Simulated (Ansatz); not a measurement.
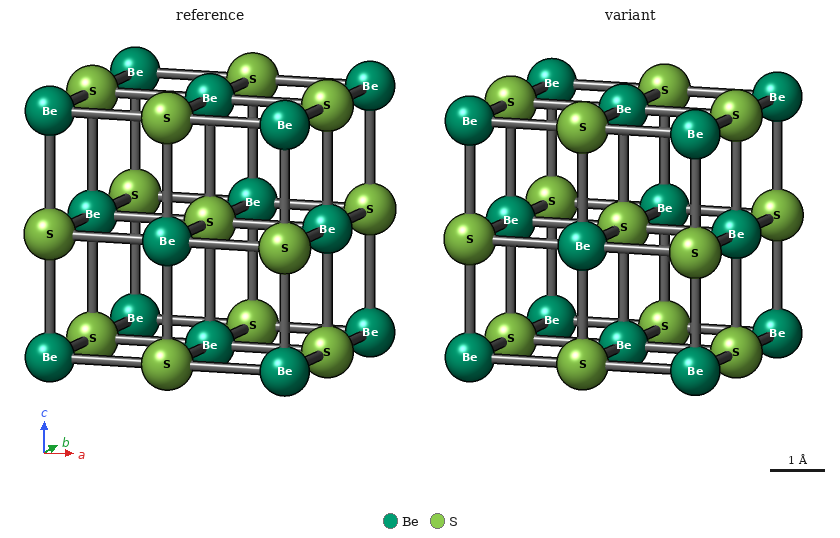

Left: crystalline BeS (built on the rocksalt type) at its r2SCAN-relaxed geometry. Right: the same structure after one change, at the same scale. Style: ball-and-stick. Shown: the conventional cell (4 times the calculation's cell), slightly off an axis. Lengths and directions refer to the drawn axes.

Computed with DFT, PBE, plane waves, PAW (Ansatz). (plane-wave cutoff 420 eV; k-point mesh 10 × 10 × 10; occupations fermi dirac; smearing width 0.02 eV; no spin polarisation)

What was changed?

All lengths are scaled by −4.0 % (volume −11.5 %). The atoms were relaxed with r2SCAN under that strain, and this is a single point on that geometry.

And its effect?

It costs 63.4 meV per atom. Pressure: −0.4 GPa before, 16.1 GPa after. All forces vanish by symmetry. Among the bonded contacts that change: Be–S 2.317 → 2.225 Å. The space group stays Fm-3m (No. 225).
